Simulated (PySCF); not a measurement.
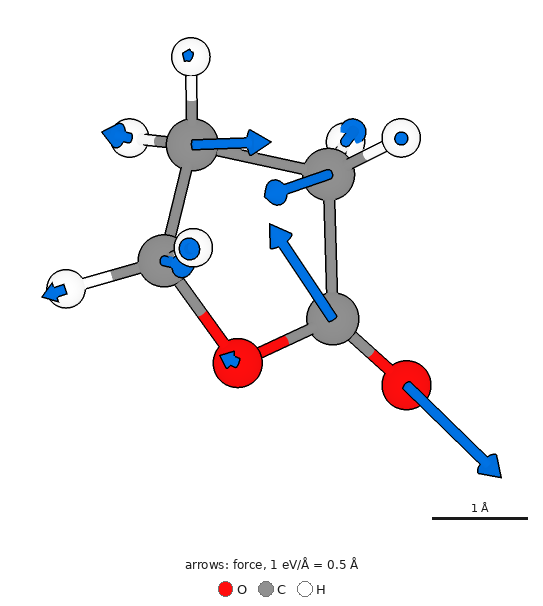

Starting geometry of C₄H₆O₂ with the computed forces as blue arrows. Style: ball-and-stick. Shown at a tilt.

The start comes from GFN2-xTB. Its atoms were then displaced at random by about 0.01 Å.

Theory: PBE0-D3(BJ)/def2-TZVP geometry optimisation, gas phase (PySCF). 

Is this structure relaxed? If not, where do the atoms go?

Answer. It isn't relaxed: the largest force vector, on an O atom, is 3.11 eV/Å. The final displacements follow the starting forces only in part (cosine between the two patterns 0.40). Over 3 geometry steps the energy falls by 3.26 kcal/mol. The atom that moves furthest after the best rigid fit is an H atom (0.052 Å). By element the largest moves are H 0.052 Å, C 0.040 Å, O 0.035 Å. Among the contacts that change: C–C 1.568 → 1.519 Å, C–H 1.055 → 1.088 Å, C–O 1.162 → 1.192 Å, C–C 1.504 → 1.524 Å. Bond angles that change, for instance: H–C–H 110.6° → 107.6°, C–C–H 107.5° → 110.3°, C–C–H 111.5° → 114.1°.
